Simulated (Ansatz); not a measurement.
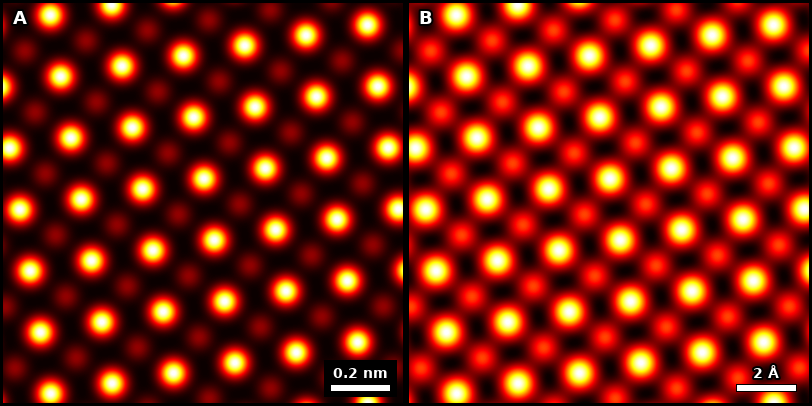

Two simulated images of the same area of SiC (F-43m, No. 216) along [001], with a probe of 0.77 Å. One is incoherent Z contrast (Z^1.8 per atom), the other the projected potential of neutral atoms blurred by the probe (iDPC-like, thin sample). Brightness is counted from the darkest point of the image. Structure: coordinates from a relaxation with Ansatz, DFT, PBEsol, plane waves, PAW; the starting structure was generated, so it need not be a known form of this composition.

**Which panel is which, and how can one tell?**

A is the Z-contrast image and B the potential image. The columns of 1 C per repeat reach about 20 % of the brightest peak (1 Si) in A but about 46 % in B, mainly since the potential grows much more slowly with atomic number.
